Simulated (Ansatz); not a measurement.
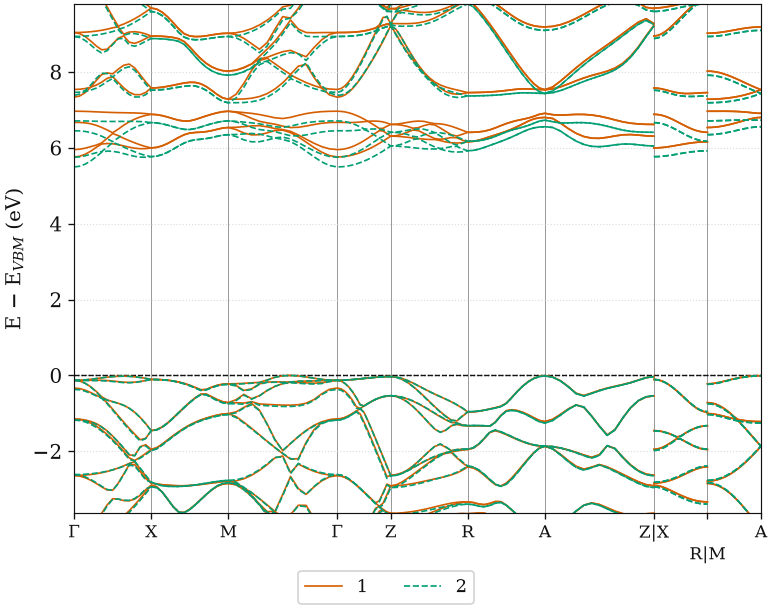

Band structures of ZrO₂, space group P4_2/nmc (No. 137), 6 atoms in the cell (a = 3.596 Å, c = 5.177 Å (tetragonal axes)), by two methods on the same cell. Each is counted from its own valence-band top.

Which curve is which? The methods: r2SCAN+U (4 eV), r2SCAN+U (5 eV).

1 is r2SCAN+U (5 eV); 2 is r2SCAN+U (4 eV). r2SCAN+U (5 eV) gives a gap of 5.76 eV along the path and r2SCAN+U (4 eV) gives a gap of 5.50 eV along the path.

Settings. r2SCAN+U (5 eV): Zr d U = 5 eV, Ansatz PAW, no spin polarisation, no spin-orbit coupling, 7×7×5 k mesh, 500 eV cutoff, Fermi-Dirac smearing of 0.05 eV (Ansatz 0.2.0). r2SCAN+U (4 eV): Zr d U = 4 eV, Ansatz PAW, no spin polarisation, no spin-orbit coupling, 7×7×5 k mesh, 500 eV cutoff, Fermi-Dirac smearing of 0.05 eV (Ansatz).

The cell is at 7 GPa in r2SCAN+U (4 eV) and 8 GPa in r2SCAN+U (5 eV). The PAW data sets were made with another functional. The usual form of ZrO2 is monoclinic.
